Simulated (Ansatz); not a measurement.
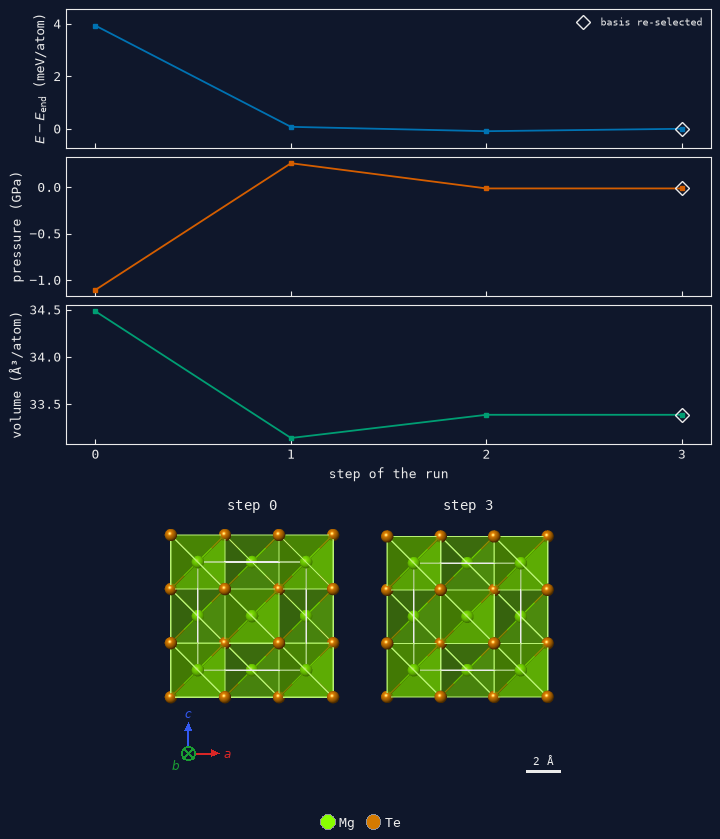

First and last geometry of a relaxation of crystalline MgTe (built on the database structure type), with the history of the run. Style: polyhedral. Shown: the conventional cell (4 times the calculation's cell), along the b axis. Lengths and directions refer to the drawn axes.

Computed with Ansatz 0.2.0, DFT, PBEsol, plane waves, PAW. (plane-wave cutoff 420 eV; k-point mesh 6 × 6 × 6; occupations fermi dirac; smearing width 0.02 eV; no spin polarisation; cell and atoms relaxed; force threshold 0.005 eV/Å)

Read the history and describe the run.

It converged. No atom moves by more than 0.005 Å relative to the cell. The drawn cell changes as follows: a = b = c 6.510 → 6.440 Å (−1.1 %); the volume changes by −3.2 %. Some distances before and after: Mg–Te 2.819 → 2.789 Å. The space group stays F-43m (No. 216). After 2 accepted moves (3 points after the start) the energy has fallen by 3.9 meV per atom. All forces vanish by symmetry, so only the cell relaxes. The pressure goes from −1.11 to −0.01 GPa. The SCF was repeated once at an unchanged geometry on a basis and grid sized afresh for the cell, which shifted the energy by 0.1 meV per atom at most. The run took 6.9 s on 2 threads of Arm Neoverse N1 (shared host), peak memory 0.39 GiB.

| step | E − E(0), meV/atom | pressure, GPa | volume, Å³/atom | note |
| --- | --- | --- | --- | --- |
| 0 | 0.00 | -1.11 | 34.482 |  |
| 1 | -3.86 | 0.26 | 33.141 |  |
| 2 | -4.02 | -0.01 | 33.387 |  |
| 3 | -3.93 | -0.01 | 33.387 | same geometry, new basis |
